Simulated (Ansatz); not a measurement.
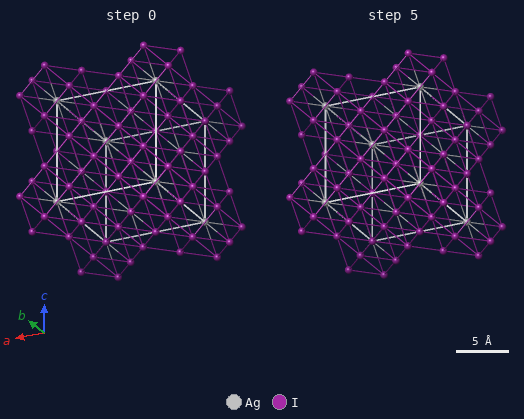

The structure of a crystal of AgI6 (a generated structure, set up in Fm-3m) before (left) and after (right) a relaxation, at one scale.

Style: ball-and-stick. Shown: the conventional cell (4 times the calculation's cell), from a free direction. Lengths and directions refer to the drawn axes.

Computed with DFT PBE, scalar-relativistic, plane waves, PAW in Ansatz. Settings: plane-wave cutoff 420 eV; k-point mesh 6 × 6 × 6; occupations gaussian; smearing width 0.1 eV; no spin polarisation; cell and atoms relaxed; force threshold 0.01 eV/Å; at most 80 steps.

> Describe what moved and what it gained.

Over 4 accepted moves (5 points after the start) the energy falls by 0.262 eV per cell of the calculation. All forces vanish by symmetry, so only the cell relaxes. Pressure: −1.87 GPa at the start and −0.01 GPa at the end. At 1 point the geometry stayed and the basis and grid were re-selected for the new cell (energy shift of 5.0 meV per cell of the calculation at most each time). No atom moves by more than 0.005 Å relative to the cell. The volume changes by −12.6 %, with a = b = c 10.710 → 10.241 Å (−4.4 %). Among the contacts that change: I–I 3.787 → 3.621 Å, Ag–I 3.787 → 3.621 Å. The space group stays Fm-3m (No. 225). The run took 2.4 min on 1 thread of Arm Neoverse V1 (shared host), peak memory 0.68 GiB.

Limits of the set-up: an odd number of electrons was run without spin polarisation, which fails if the electron would localise.
